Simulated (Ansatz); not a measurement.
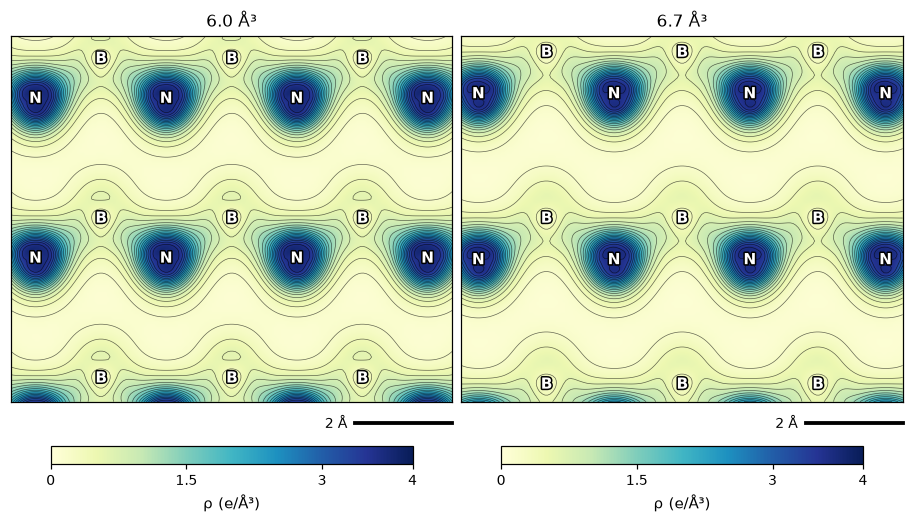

BN. The valence charge density (pseudo) of cells scaled evenly to different volumes (given per atom above each panel), on the (101̄) plane of each (indices in the axes of the cell below), at one length scale and on one colour scale.

A structure from a database of computed crystals, not necessarily the ambient phase.

The calculation used DFT PBE, scalar-relativistic, plane waves, PAW in Ansatz.

Core electrons are frozen (PAW), and the valence fields are smoothed inside the atomic spheres.

The largest cell:

```
B N
1.0
     0.00000    1.70808    1.97580
     1.97580    0.00000    1.97580
     1.97580    1.70808    0.00000
B N
1 1
Direct
  0.00000 0.00000 0.00000
  0.75000 0.75000 0.75000
```

| volume (Å³/atom) | B–N contact in the plane (Å) | ρ at its midpoint (e/Å³) | pressure (GPa) | gap on the mesh (eV) | 
| --- | --- | --- | --- | --- |
| 5.95 | 1.577 | 1.394 | −0.6 | 2.29 | 
| 6.38 | 1.614 | ? | ? | ? | 
| 6.67 | 1.637 | 1.233 | −34.3 | 2.40 | 

What values belong in the row with question marks?

Answer. Over the known rows ln ρ falls by 2.05 per Å of B–N distance (the line through the two), which gives 1.292 e/Å³ at 1.614 Å; the calculation gives 1.293 e/Å³. For the pressure, a straight line in volume between the neighbouring rows gives −20.7 GPa; the calculation gives −23.1, lower because pressure rises ever faster on compression. For the gap on the mesh, a straight line in volume between the neighbouring rows gives 2.36 eV; the calculation gives 2.36.
